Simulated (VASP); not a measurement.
**Run report: NaCl, geometry relaxation (part 2 of 2)**

NaCl (Fm-3m, 2 atoms in the cell); Kohn-Sham DFT of a periodic cell, r2SCAN, VASP PAW PBE potentials, recommended, no spin polarisation (VASP 6.6.1); cutoff 600 eV, 8×8×8 k-mesh, Gaussian smearing of 0.02 eV. The structure derives from an entry of the Crystallography Open Database.

Geometry of the input (Å; fractional positions):
```
0.0000  2.8434  2.8434
2.8434  0.0000  2.8434
2.8434  2.8434  0.0000
Na 0.0000  0.0000  0.0000
Cl 0.5000  0.5000  0.5000
```

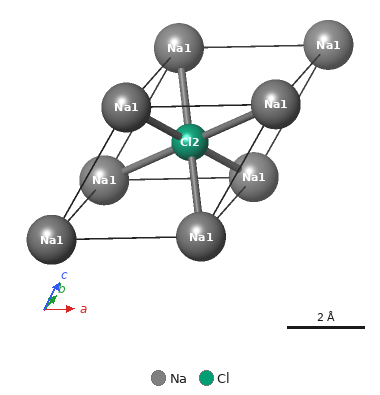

*The geometry at step 2 of the log (ball-and-stick view of the cell of the calculation, seen at an oblique angle; atoms are numbered from 1 in the order of the input).*

**Parts of OUTCAR, continued**
```
   k-points           NKPTS =     29   k-points in BZ     NKDIM =     29   number of bands    NBANDS=     11
   number of dos      NEDOS =    301   number of ions     NIONS =      2
   total plane-waves  NPLWV =  32768
   dimension x,y,z NGX =    32 NGY =   32 NGZ =   32
   dimension x,y,z NGXF=    64 NGYF=   64 NGZF=   64
   ions per type =               1   1
   NGX,Y,Z   is equivalent  to a cutoff of  13.23, 13.23, 13.23 a.u.
   NGXF,Y,Z  is equivalent  to a cutoff of  26.46, 26.46, 26.46 a.u.
 SYSTEM =  unknown system
   PREC   = accura    normal or accurate (medium, high low for compatibility)
   ISTART =      0    job   : 0-new  1-cont  2-samecut
   ICHARG =      2    charge: 1-file 2-atom 10-const
   ISPIN  =      1    spin polarized calculation?
   LNONCOLLINEAR =      F non collinear calculations
   LSORBIT =      F    spin-orbit coupling
   LASPH  =      T    aspherical Exc in radial PAW
   ENCUT  =  600.0 eV  44.10 Ry    6.64 a.u.   8.03  8.03  8.03*2*pi/ulx,y,z
   NELM   =    100;   NELMIN=  2; NELMDL= -5     # of ELM steps
   EDIFF  = 0.1E-06   stopping-criterion for ELM
   LREAL  =      F    real-space projection
   EDIFFG = -.5E-02   stopping-criterion for IOM
   NSW    =     90    number of steps for IOM
   IBRION =      2    ionic relax: 0-MD 1-quasi-New 2-CG
   NFREE  =      1    steps in history (QN), initial steepest desc. (CG)
   ISIF   =      3    stress and relaxation
   ISYM   =      2    0-nonsym 1-usesym 2-fastsym
   POTIM  = 0.5000    time-step for ionic-motion
   TEBEG  =    0.0;   TEEND  =   0.0 temperature during run
   PSTRESS=    0.0 pullay stress
   NELECT =      14.0000    total number of electrons
   NUPDOWN=      -1.0000    fix difference up-down
   EMIN   =  10.00;   EMAX   =-10.00  energy-range for DOS
   EFERMI =   0.00;   METHOD = LEGACY
   ISMEAR =     0;   SIGMA  =   0.02  broadening in eV -4-tet -1-fermi 0-gaus
   EFERMI_NEDOS =   21; number of points for ismear=-14 and -15
   IALGO  =     38    algorithm
   IMIX   =      4    mixing-type and parameters
     AMIX     =   0.40;   BMIX     =  1.00
     AMIX_MAG =   1.60;   BMIX_MAG =  1.00
  volume/ion in A,a.u.               =      22.99       155.14
  Fermi-wavevector in a.u.,A,eV,Ry     =   1.101358  2.081265 16.503729  1.212990
  Thomas-Fermi vector in A             =   2.237784
   LORBIT       =      0    0 simple, 1 ext, 2 COOP (PROOUT), +10 PAW based schemes
   METAGGA = R2SCAN    functional components
   LHFCALC =     F    Hartree Fock is set to
   AEXX    =    0.0000 exact exchange contribution
   IVDW    =     0    specifies the selected vdW correction
   LEPSILON=     F    determine dielectric tensor
   LRPA    =     F    only Hartree local field effects (RPA)
 conjugate gradient relaxation of ions
 non-spin polarized calculation
 Gauss-broadening in eV      SIGMA  =   0.02
  energy-cutoff  :      600.00
  volume of cell :       45.98
 maximum number of plane-waves:      1572
   NGX = 17   NGY = 17   NGZ = 17

--------------------------------------- Ionic step        1  -------------------------------------------

 number of electron      13.9999998 magnetization

 Free energy of the ion-electron system (eV)
  ---------------------------------------------------
  ext. energy  EPLUGINS =         0.00000000
  ---------------------------------------------------
  free energy    TOTEN  =       -13.78226691 eV

  energy without entropy =      -13.78226691  energy(sigma->0) =      -13.78226691

------------------------ aborting loop because EDIFF is reached ----------------------------------------

  FORCE on cell =-STRESS in cart. coord.  units (eV):
  Direction    XX          YY          ZZ          XY          YZ          ZX
  --------------------------------------------------------------------------------------
  -------------------------------------------------------------------------------------
  Total       -0.3591707     -0.3591707     -0.3591707      0.0000000      0.0000000     -0.0000000
  in kB      -12.5154002    -12.5154002    -12.5154002      0.0000000      0.0000000     -0.0000000
  external PRESSURE =     -12.5154002 kB  Pullay stress =       0.0000000 kB

 VOLUME and BASIS-vectors are now :
 -----------------------------------------------------------------------------
  energy-cutoff  :      600.00
  volume of cell :       45.98
      direct lattice vectors                 reciprocal lattice vectors
     0.000000000  2.843450000  2.843450000    -0.175842726  0.175842726  0.175842726
     2.843450000  0.000000000  2.843450000     0.175842726 -0.175842726  0.175842726
     2.843450000  2.843450000  0.000000000     0.175842726  0.175842726 -0.175842726

 POSITION                                       TOTAL-FORCE (eV/Angst)
 -----------------------------------------------------------------------------------
      0.00000      0.00000      0.00000         0.000000     -0.000000     -0.000000
      2.84345      2.84345      2.84345        -0.000000      0.000000      0.000000
 -----------------------------------------------------------------------------------
    total drift:                                0.000000     -0.000000     -0.000000

  FREE ENERGIE OF THE ION-ELECTRON SYSTEM (eV)
  ---------------------------------------------------
  free  energy   TOTEN  =       -13.7822669145 eV

  energy  without entropy=      -13.7822669145  energy(sigma->0) =      -13.78226691

--------------------------------------- Ionic step        2  -------------------------------------------

 number of electron      14.0000005 magnetization

------------------------ aborting loop because EDIFF is reached ----------------------------------------

  FORCE on cell =-STRESS in cart. coord.  units (eV):
  Direction    XX          YY          ZZ          XY          YZ          ZX
  --------------------------------------------------------------------------------------
  -------------------------------------------------------------------------------------
  Total       -0.1796521     -0.1796521     -0.1796521     -0.0000000     -0.0000000      0.0000000
  in kB       -6.4255887     -6.4255887     -6.4255887     -0.0000000     -0.0000000      0.0000000
  external PRESSURE =      -6.4255887 kB  Pullay stress =       0.0000000 kB

 VOLUME and BASIS-vectors are now :
 -----------------------------------------------------------------------------
  energy-cutoff  :      600.00
  volume of cell :       44.80
      direct lattice vectors                 reciprocal lattice vectors
     0.000000000  2.818815274  2.818815274    -0.177379484  0.177379484  0.177379484
     2.818815274  0.000000000  2.818815274     0.177379484 -0.177379484  0.177379484
     2.818815274  2.818815274 -0.000000000     0.177379484  0.177379484 -0.177379484

 POSITION                                       TOTAL-FORCE (eV/Angst)
 -----------------------------------------------------------------------------------
      0.00000      2.81882      2.81882        -0.000000      0.000000      0.000000
      2.81882      2.81882      2.81882         0.000000     -0.000000     -0.000000
 -----------------------------------------------------------------------------------
    total drift:                               -0.000000     -0.000000      0.000000

  FREE ENERGIE OF THE ION-ELECTRON SYSTEM (eV)
  ---------------------------------------------------
  free  energy   TOTEN  =       -13.7896256415 eV

  energy  without entropy=      -13.7896256415  energy(sigma->0) =      -13.78962564

--------------------------------------- Ionic step        3  -------------------------------------------

 number of electron      14.0000009 magnetization

------------------------ aborting loop because EDIFF is reached ----------------------------------------

  FORCE on cell =-STRESS in cart. coord.  units (eV):
  Direction    XX          YY          ZZ          XY          YZ          ZX
  --------------------------------------------------------------------------------------
  -------------------------------------------------------------------------------------
  Total       -0.0645541     -0.0645541     -0.0645541      0.0000000      0.0000000      0.0000000
  in kB       -2.3443867     -2.3443867     -2.3443867      0.0000000      0.0000000      0.0000000
  external PRESSURE =      -2.3443867 kB  Pullay stress =       0.0000000 kB

 VOLUME and BASIS-vectors are now :
 -----------------------------------------------------------------------------
  energy-cutoff  :      600.00
  volume of cell :       44.12
      direct lattice vectors                 reciprocal lattice vectors
     0.000000000  2.804518551  2.804518551    -0.178283720  0.178283720  0.178283720
     2.804518551  0.000000000  2.804518551     0.178283720 -0.178283720  0.178283720
     2.804518551  2.804518551 -0.000000000     0.178283720  0.178283720 -0.178283720

 POSITION                                       TOTAL-FORCE (eV/Angst)
 -----------------------------------------------------------------------------------
      0.00000      0.00000      0.00000         0.000000      0.000000      0.000000
      2.80452      2.80452      2.80452        -0.000000     -0.000000     -0.000000
 -----------------------------------------------------------------------------------
    total drift:                                0.000000     -0.000000     -0.000000

  FREE ENERGIE OF THE ION-ELECTRON SYSTEM (eV)
  ---------------------------------------------------
  free  energy   TOTEN  =       -13.7916754761 eV

  energy  without entropy=      -13.7916754761  energy(sigma->0) =      -13.79167548

--------------------------------------- Ionic step        4  -------------------------------------------

 number of electron      14.0000006 magnetization

------------------------ aborting loop because EDIFF is reached ----------------------------------------

  FORCE on cell =-STRESS in cart. coord.  units (eV):
  Direction    XX          YY          ZZ          XY          YZ          ZX
  --------------------------------------------------------------------------------------
  -------------------------------------------------------------------------------------
  Total        0.1808902      0.1808902      0.1808902     -0.0000000      0.0000000     -0.0000000
  in kB        6.7744244      6.7744244      6.7744244     -0.0000000      0.0000000     -0.0000000
  external PRESSURE =       6.7744244 kB  Pullay stress =       0.0000000 kB

 VOLUME and BASIS-vectors are now :
 -----------------------------------------------------------------------------
  energy-cutoff  :      600.00
  volume of cell :       42.78
      direct lattice vectors                 reciprocal lattice vectors
     0.000000000  2.775925106  2.775925106    -0.180120133  0.180120133  0.180120133
     2.775925106  0.000000000  2.775925106     0.180120133 -0.180120133  0.180120133
     2.775925106  2.775925106 -0.000000000     0.180120133  0.180120133 -0.180120133

 POSITION                                       TOTAL-FORCE (eV/Angst)
 -----------------------------------------------------------------------------------
      0.00000      2.77593      2.77593        -0.000000      0.000000     -0.000000
      2.77593      2.77593      2.77593         0.000000     -0.000000      0.000000
 -----------------------------------------------------------------------------------
    total drift:                               -0.000000     -0.000000      0.000000

  FREE ENERGIE OF THE ION-ELECTRON SYSTEM (eV)
  ---------------------------------------------------
  free  energy   TOTEN  =       -13.7902940357 eV

  energy  without entropy=      -13.7902940357  energy(sigma->0) =      -13.79029404

--------------------------------------- Ionic step        5  -------------------------------------------

 number of electron      14.0000010 magnetization

 Free energy of the ion-electron system (eV)
  ---------------------------------------------------
  ext. energy  EPLUGINS =         0.00000000
  ---------------------------------------------------
  free energy    TOTEN  =       -13.79203847 eV

  energy without entropy =      -13.79203847  energy(sigma->0) =      -13.79203847

 E-fermi :  -0.9058     XC(G=0):  -8.7594     alpha+bet : -8.2875

 val. band max:       -1.0208162606   @ k =   0.0000   0.0000   0.0000
 cond. band min:       5.0036320961   @ k =   0.0000   0.0000   0.0000
 fundamental gap:      6.0244483567
 Fermi energy:        -0.9058349630

 k-point     1 :       0.0000    0.0000    0.0000
  band No.  band energies     occupation
      1     -22.4973      2.00000
      2     -22.4969      2.00000
      3     -22.4969      2.00000
      4     -14.2997      2.00000
      5      -1.0208      2.00000
      6      -1.0208      2.00000
      7      -1.0208      2.00000
      8       5.0036      0.00000
      9      10.7622      0.00000
     10      10.7622      0.00000
     11      10.7622      0.00000

 k-point     2 :       0.1250    0.0000    0.0000
  band No.  band energies     occupation
      1     -22.5018      2.00000
      2     -22.4976      2.00000
      3     -22.4973      2.00000
      4     -14.2487      2.00000
      5      -1.3923      2.00000
      6      -1.0661      2.00000
      7      -1.0661      2.00000
      8       5.5026      0.00000
      9      10.2258      0.00000
     10      10.9778      0.00000
     11      10.9779      0.00000

 k-point     3 :       0.2500    0.0000    0.0000
  band No.  band energies     occupation
      1     -22.5132      2.00000
      2     -22.4983      2.00000
      3     -22.4980      2.00000
      4     -14.1217      2.00000
      5      -2.1448      2.00000
      6      -1.1718      2.00000
      7      -1.1718      2.00000
      8       6.4582      0.00000
      9       9.7525      0.00000
     10      11.1573      0.00000
     11      11.1576      0.00000

 k-point     4 :       0.3750    0.0000    0.0000
  band No.  band energies     occupation
      1     -22.5244      2.00000
      2     -22.4990      2.00000
      3     -22.4987      2.00000
      4     -13.9893      2.00000
      5      -2.7782      2.00000
      6      -1.2730      2.00000
      7      -1.2730      2.00000
      8       6.9269      0.00000
      9      10.2514      0.00000
     10      10.9317      0.00000
     11      10.9321      0.00000

 k-point     5 :       0.5000    0.0000    0.0000
  band No.  band energies     occupation
      1     -22.5290      2.00000
      2     -22.4994      2.00000
      3     -22.4990      2.00000
      4     -13.9327      2.00000
      5      -3.0184      2.00000
      6      -1.3137      2.00000
      7      -1.3136      2.00000
      8       6.9704      0.00000
      9      10.8000      0.00000
     10      10.8075      0.00000
     11      10.8079      0.00000

 [... the levels of 18 k-points are left out ...]

 k-point    24 :      -0.3750    0.2500    0.1250
  band No.  band energies     occupation
      1     -22.5225      2.00000
      2     -22.5056      2.00000
      3     -22.5015      2.00000
      4     -13.8984      2.00000
      5      -2.7395      2.00000
      6      -1.8302      2.00000
      7      -1.4649      2.00000
      8       8.0618      0.00000
      9       9.5382      0.00000
     10      10.1146      0.00000
     11      11.6602      0.00000

 [... further k-points ...]

------------------------ aborting loop because EDIFF is reached ----------------------------------------

  FORCE on cell =-STRESS in cart. coord.  units (eV):
  Direction    XX          YY          ZZ          XY          YZ          ZX
  --------------------------------------------------------------------------------------
  -------------------------------------------------------------------------------------
  Total       -0.0025634     -0.0025634     -0.0025634      0.0000000      0.0000000     -0.0000000
  in kB       -0.0938465     -0.0938465     -0.0938465      0.0000000      0.0000000     -0.0000000
  external PRESSURE =      -0.0938465 kB  Pullay stress =       0.0000000 kB

 VOLUME and BASIS-vectors are now :
 -----------------------------------------------------------------------------
  energy-cutoff  :      600.00
  volume of cell :       43.76
      direct lattice vectors                 reciprocal lattice vectors
     0.000000000  2.796998216  2.796998216    -0.178763074  0.178763074  0.178763074
     2.796998216  0.000000000  2.796998216     0.178763074 -0.178763074  0.178763074
     2.796998216  2.796998216 -0.000000000     0.178763074  0.178763074 -0.178763074

 POSITION                                       TOTAL-FORCE (eV/Angst)
 -----------------------------------------------------------------------------------
      0.00000      0.00000      0.00000         0.000000     -0.000000      0.000000
      2.79700      2.79700      2.79700        -0.000000      0.000000     -0.000000
 -----------------------------------------------------------------------------------
    total drift:                                0.000000     -0.000000     -0.000000

  FREE ENERGIE OF THE ION-ELECTRON SYSTEM (eV)
  ---------------------------------------------------
  free  energy   TOTEN  =       -13.7920384736 eV

  energy  without entropy=      -13.7920384736  energy(sigma->0) =      -13.79203847

 reached required accuracy - stopping structural energy minimisation
```

**CONTCAR**
```
NaCl
   1.00000000000000
     0.0000000000000000    2.7969982160232876    2.7969982160232876
     2.7969982160232876    0.0000000000000000    2.7969982160232876
     2.7969982160232876    2.7969982160232876   -0.0000000000000000
  Na              Cl
     1     1
Direct
     0.0000000000000000    0.0000000000000000    0.0000000000000000
     0.5000000000000000    0.5000000000000000    0.5000000000000000

  0.00000000E+00  0.00000000E+00  0.00000000E+00
  0.00000000E+00  0.00000000E+00  0.00000000E+00
```

**Trajectory as extended XYZ (Å, eV, eV/Å), 5 frames, from step=0 to step=4**
```
2
Lattice="0.0000 2.8434 2.8434 2.8434 0.0000 2.8434 2.8434 2.8434 0.0000" Properties=species:S:1:pos:R:3:forces:R:3 step=0 energy=-13.78227
Na    0.0000    0.0000    0.0000    0.0000   0.0000   0.0000
Cl    2.8434    2.8434    2.8434    0.0000   0.0000   0.0000
2
Lattice="0.0000 2.8188 2.8188 2.8188 0.0000 2.8188 2.8188 2.8188 -0.0000" Properties=species:S:1:pos:R:3:forces:R:3 step=1 energy=-13.78963
Na    0.0000    2.8188    2.8188    0.0000   0.0000   0.0000
Cl    2.8188    2.8188    2.8188    0.0000   0.0000   0.0000
2
Lattice="0.0000 2.8045 2.8045 2.8045 0.0000 2.8045 2.8045 2.8045 -0.0000" Properties=species:S:1:pos:R:3:forces:R:3 step=2 energy=-13.79168
Na    0.0000    0.0000    0.0000    0.0000   0.0000   0.0000
Cl    2.8045    2.8045    2.8045    0.0000   0.0000   0.0000
2
Lattice="0.0000 2.7759 2.7759 2.7759 0.0000 2.7759 2.7759 2.7759 -0.0000" Properties=species:S:1:pos:R:3:forces:R:3 step=3 energy=-13.79029
Na    0.0000    2.7759    2.7759    0.0000   0.0000   0.0000
Cl    2.7759    2.7759    2.7759    0.0000   0.0000   0.0000
2
Lattice="0.0000 2.7970 2.7970 2.7970 0.0000 2.7970 2.7970 2.7970 -0.0000" Properties=species:S:1:pos:R:3:forces:R:3 step=4 energy=-13.79204
Na    0.0000    0.0000    0.0000    0.0000   0.0000   0.0000
Cl    2.7970    2.7970    2.7970    0.0000   0.0000   0.0000
```
